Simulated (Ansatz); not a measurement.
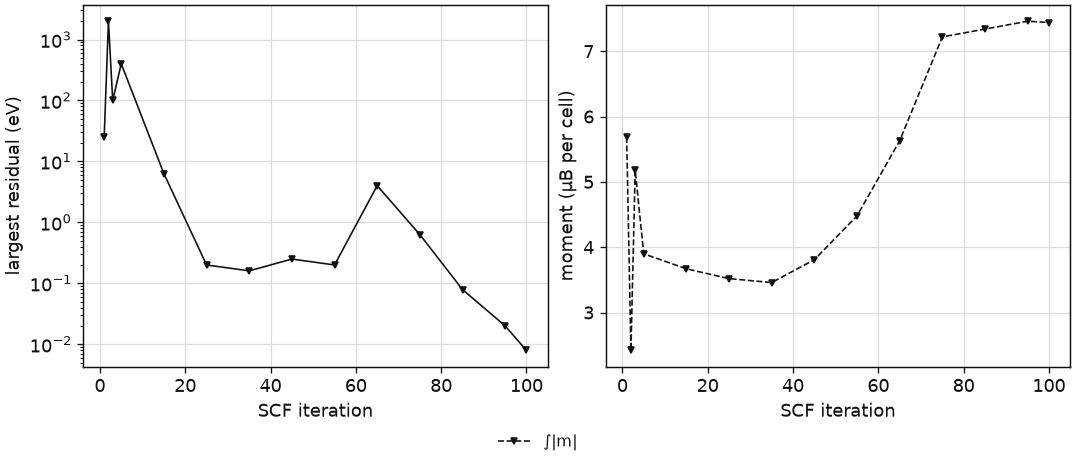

The plot shows the SCF iterations of a calculation: largest residual, magnetic moments. Only some iterations were kept.

Program: Ansatz.

```
crystal:
  lattice:
    - [2.512014, 0.0, 0.0]
    - [-1.256007, 2.175467938374, 0.0]
    - [0.0, 0.0, 14.529]
  atoms:
    - { symbol: Co, position: [0.333333333333, 0.666666666667, 0.29], spin: 1.7, spin_axis: [0, 0, 1] }
    - { symbol: Co, position: [0.666666666667, 0.333333333333, 0.43], spin: 1.7, spin_axis: [0.294628, 0.03, -0.955612] }
    - { symbol: Co, position: [0.333333333333, 0.666666666667, 0.57], spin: 1.7, spin_axis: [0.099833, 0.06, 0.995004] }
    - { symbol: Co, position: [0.666666666667, 0.333333333333, 0.71], spin: 1.7, spin_axis: [0.197754, 0.09, -0.980252] }
kpoints:
  mp_grid: { grid: [4, 4, 1] }
hamiltonian:
  xc: pbe
  pseudopotentials: { kind: paw }
scf:
  occupations: { method: gaussian, width: "0.1 eV" }
magnetization:
  noncollinear: true
```

Q: How did this run end?

A: The run gave up at step 100 without converging. The residual first shoots up to about 2 × 10³ before step 2. It is still falling at the last step (down to 8 × 10⁻³).

Q: What happens to the magnetisation?

A: The integral of |m| doesn't settle. Over the last points it still swings between 4.5 and 7.5 μB per cell.
